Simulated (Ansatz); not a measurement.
The structure in question:

```cif
data_structure
_symmetry_space_group_name_H-M 'P 1'
_symmetry_Int_Tables_number 1
_cell_length_a 2.5042
_cell_length_b 3.7698
_cell_length_c 25.6825
_cell_angle_alpha 90.000
_cell_angle_beta 90.000
_cell_angle_gamma 90.000
_cell_volume 242.45
loop_
_atom_site_label
_atom_site_type_symbol
_atom_site_fract_x
_atom_site_fract_y
_atom_site_fract_z
_atom_site_occupancy
B1 B 0.50000 0.78033 0.29203 1
N1 N 0.00000 0.70716 0.31805 1
B2 B 0.00000 0.55970 0.37001 1
N2 N 0.50000 0.48653 0.39603 1
B3 B 0.50000 0.33906 0.44800 1
N3 N 0.00000 0.26590 0.47402 1
B4 B 0.00000 0.11843 0.52598 1
N4 N 0.50000 0.04527 0.55200 1
B5 B 0.50000 0.89780 0.60397 1
N5 N 0.00000 0.82463 0.62999 1
B6 B 0.00000 0.67717 0.68195 1
N6 N 0.50000 0.60400 0.70797 1
```

Before looking at a picture, describe the arrangement of atoms.

The material is BN. The cell comprises 6 formula units: 6 B, 6 N. The coordination, counted out to bonding distance, is B 2 to 3 (mean 2.8) and N 2 to 3 (mean 2.8). The bonds build BN chains along [100].

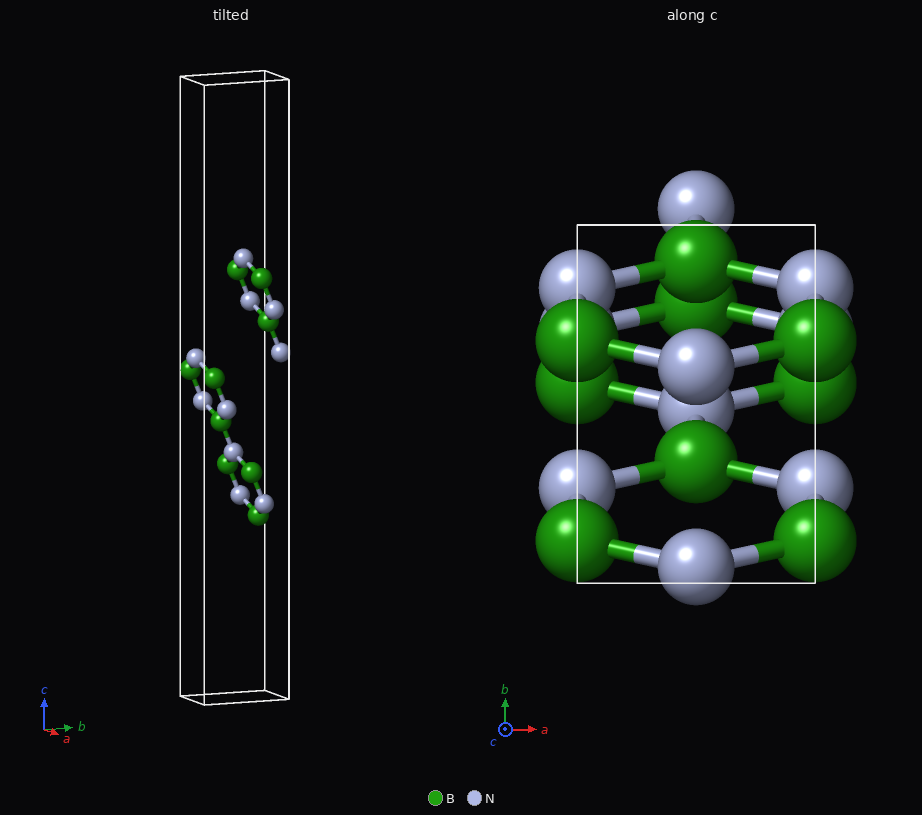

The figure gives a ball-and-stick picture of the atoms, viewed slightly off an axis and along the c axis. One simulation cell is framed, with atoms on its boundary repeated.

It derives from a structure listed in the Materials Project, from which a slab was cut. Earlier steps of the study may have refined or changed the cell and positions. It was the input of a calculation with Ansatz.

At this level of theory the cell isn't at rest (forces up to 2.5 eV/Å), so its distances can differ from those at equilibrium, the more so the softer the solid.
